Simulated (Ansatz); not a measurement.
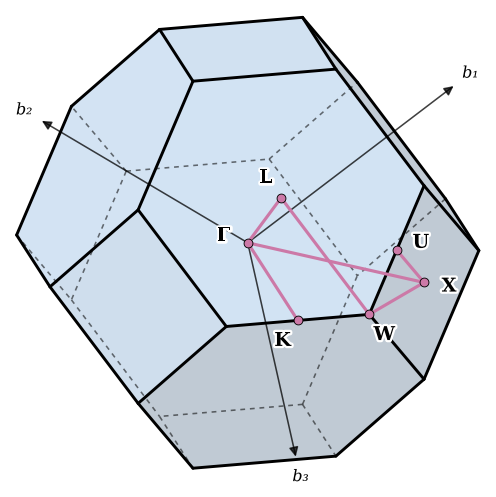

For InP, a calculation's input that goes back to an entry of the Crystallography Open Database (an earlier step may have relaxed or displaced it): the first Brillouin zone and its special points. Symmetry computed with spglib at a tolerance of 0.002 Å; standard conventional cell.

Space group F-43m (No. 216); a = 5.908 Å, b = 5.908 Å, c = 5.908 Å, α = 90.00°, β = 90.00°, γ = 90.00°.

Labels and path follow the convention of Hinuma et al. (2017), as computed by seekpath; the arrows show the directions of the reciprocal primitive vectors b₁, b₂, b₃, in which coordinates are given; lengths include the factor 2π.

### List the special points with their coordinates and distances from Γ.

```
point   k₁   k₂   k₃  length of k (1/Å)
    Γ    0    0    0              0.000
    X  1/2    0  1/2              1.064
    L  1/2  1/2  1/2              0.921
    W  1/2  1/4  3/4              1.189
    K  3/8  3/8  3/4              1.128
    U  5/8  1/4  5/8              1.128
```

### What is the zone's volume?

(2π)³ over the primitive cell's volume of 51.54 Å³: 4.81 Å⁻³.
